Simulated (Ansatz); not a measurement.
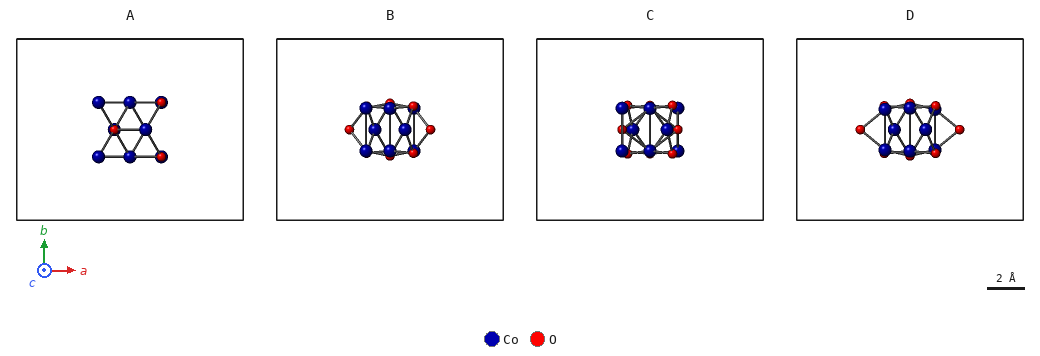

4 geometries from one relaxation of a wire of composition CoO, in shuffled order. The picture is a ball-and-stick view of the cell of the calculation, with the vacuum cut short (origin shifted), seen along the c axis.

Case: wire along [1 1 1], 16 atoms a period.

Theory: DFT PBE, scalar-relativistic, plane waves, PAW (Ansatz 0.2.0). (plane-wave cutoff 420 eV; k-point mesh 1 × 1 × 8; occupations gaussian; smearing width 0.05 eV; collinear spin; cell relaxed at fixed a, b, alpha, beta, gamma; force threshold 0.02 eV/Å; at most 45 steps)

Q: Order the frames from highest to lowest energy.

A: A, C, B, D. They are steps 0, 5, 9, 22, at +12.789 eV per cell of the calculation, +2.951 eV per cell of the calculation, +0.700 eV per cell of the calculation relative to the last. The largest moves relative to the centre of the atoms, 2.00 Å, are those of O atoms. Largest moves by element: O 2.00 Å, Co 0.53 Å. Along the periodic axis the drawn cell goes c 7.358 → 6.557 Å (−10.9 %). Near-neighbour distances that change, for instance: Co–O 2.124 → 3.620 Å, Co–O 2.124 → 3.487 Å, Co–Co 3.004 → 2.240 Å, Co–Co 3.004 → 2.373 Å. Bonds break, among them: Co–O (2.12 → 3.49 Å), Co–O (2.12 → 3.62 Å). Among the angles between lasting bonds that change: O–Co–O 90.0° → 141.0°, Co–O–Co 180.0° → 159.7°, Co–O–Co 90.0° → 77.7°. After 19 accepted moves (22 points after the start) the energy has fallen by 12.789 eV per cell of the calculation. The largest force component goes from 3 to 0.014 eV/Å. The line search rejected the trial step at point 14 of the run. At 2 points the geometry stayed and the basis and grid were re-selected for the new cell (energy shift of 38.9 meV per cell of the calculation at most each time).

Limits of the set-up: the k-point mesh is coarse for a cell with partly filled bands.
